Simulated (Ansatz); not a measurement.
Consider O.

The calculation's input:

```
crystal:
  lattice:
    - [0.2548964743, 1.7710342832, 4.4625052954]
    - [2.10814001, 0.4480885228, 4.381228701]
    - [2.1443356565, 1.6120345306, 0.1718293588]
  atoms:
    - { symbol: O, position: [0.0701593275, 0.0779312095, 0.934247629] }
    - { symbol: O, position: [0.9298406725, 0.9220687905, 0.065752371] }
basis:
  ecutwfc: 420
kpoints:
  mp_grid: { grid: [14, 14, 14] }
hamiltonian:
  xc: pbe
  dispersion: d3bj
scf:
  occupations: { method: gaussian, width: 0.15 }
output:
  forces: true
  stress: true
  eigenvalues: true
  write_density: true
  write_potential: true
  elf: true
  volumetric_format: npy
relax:
  adjacent_minimum: "off"
  f_tol: 0.01
  max_steps: 80
```

Launched as:

```sh
ansatz run input.yaml --threads 1 --pin off --max-ram 2560MiB --backend cpu --events-out ev --progress --plain --runs-dir out
```

Below, planes, directions and counts refer to the conventional cell (a = 2.28 Å, b = 2.69 Å, c = 4.37 Å, α = 96.02°, β = 96.52°, γ = 107.36°).

The fields are those of the relaxed geometry.

Space group P-1; changed on purpose from its base cell (all atoms moved at random, sigma 0.02 A a component, cell strained at random, sigma 0.1; relaxed back).

All numbers below come from Ansatz, DFT PBE+D3(BJ), scalar-relativistic, plane waves, PAW.

What can the converged valence pseudo-density and electron localisation function tell about the bonding?

Answer. O–O (1.21 Å): ρ at the midpoint is about 3.6 e/Å³; the ELF peaks at about 0.75 between the atoms.

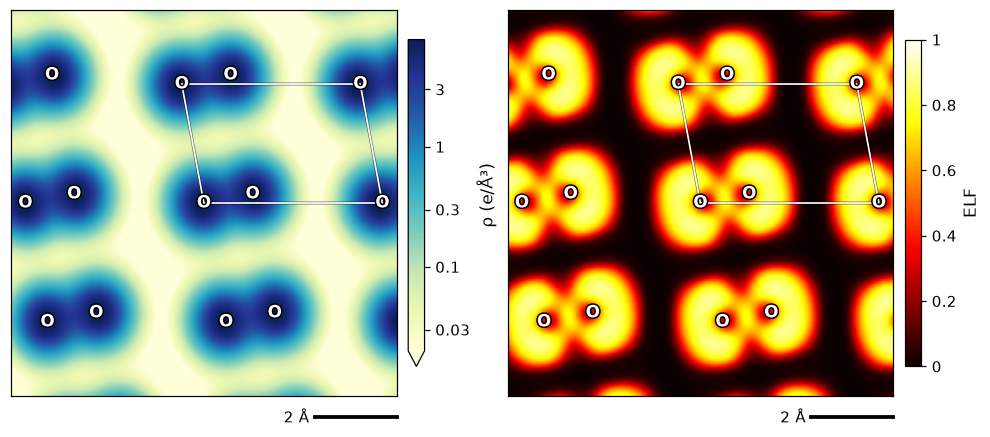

Computed valence pseudo-density and electron localisation function on the (11̄0) plane of the conventional cell, in this order. 

In a PAW calculation such maps are meaningful between the atoms, not at the nuclei.
